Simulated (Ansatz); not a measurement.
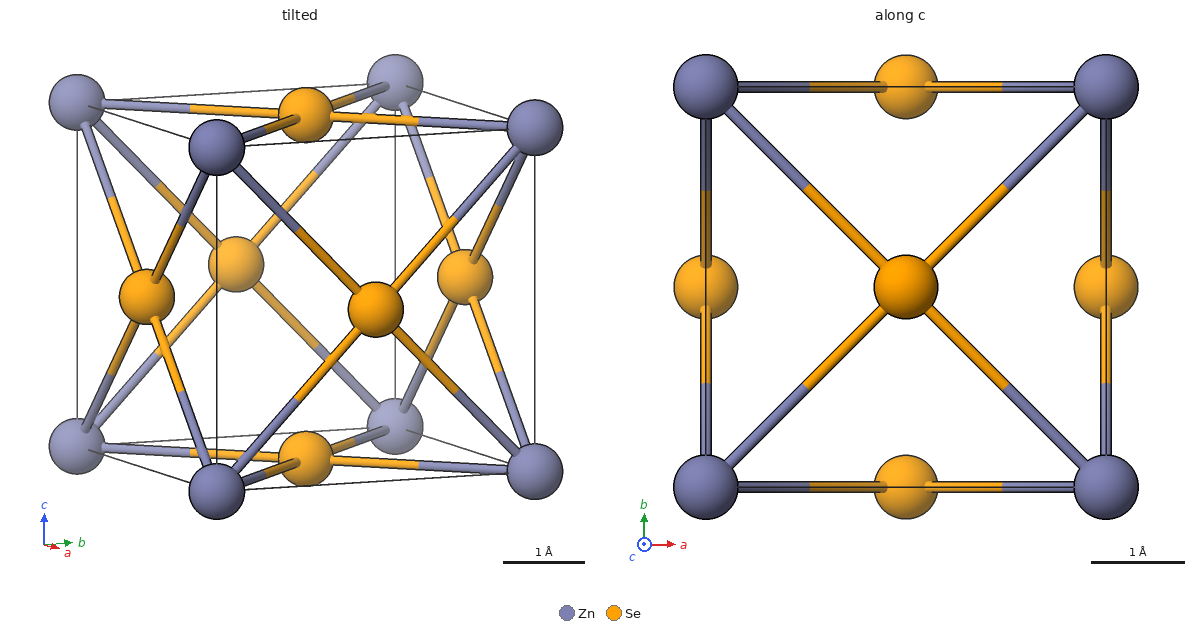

An orthographic ball-and-stick view of the structure, slightly off an axis and along the c axis. The edges of the conventional unit cell are marked. Cell: a = 4.33 Å, b = 4.33 Å, c = 4.33 Å, α = 90.00°, β = 90.00°, γ = 90.00°.

Its origin is a structure type filled with these elements by a generator (whether the compound takes this form wasn't checked). Earlier steps of the study may have refined or changed the cell and positions. Ansatz was used for an electronic-structure calculation on it.

Q: What can be read from this drawing?

A: Its composition is ZnSe$_{3}$. The symmetry is that of Pm-3m (No. 221), on a primitive cubic lattice. In terms of structure types, this is Cu₃Au (L1₂) type. In the cell are 1 Zn, 3 Se, which makes 1 formula unit. Zn is linked to twelve Se in a cuboctahedral arrangement at about 3.1 Å. Se is linked to four Zn in a square planar arrangement at about 3.1 Å. The bonds build a three-dimensional framework.

Computational set-up: Ansatz 0.2.0, DFT PBE, scalar-relativistic, plane waves, PAW, plane waves up to 420 eV, the zone sampled with 12×12×12 points, Gaussian smearing of 0.1 eV, no spin polarisation.

Q: Classify it as metallic or gapped, with the value.

A: A metal: bands cross the Fermi level.

Q: What does a Bader analysis give?

A: Zn +0.63 e; Se -0.21 e.

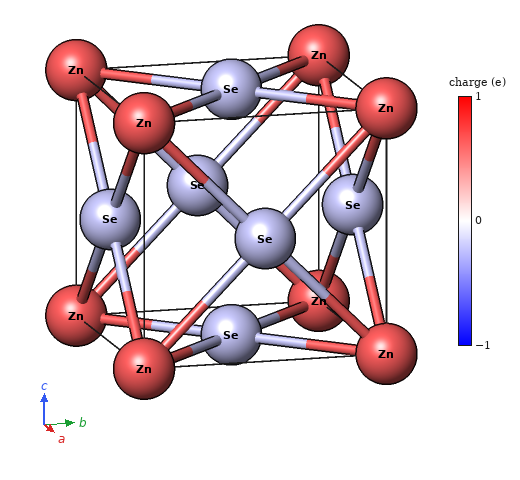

The atoms coloured by those charges. The run's cell of 4 atoms is drawn.

Q: Can this geometry be taken as optimised?

A: Yes. All forces vanish to within 0.01 eV/Å. The pressure is 0.0 GPa, close to zero.
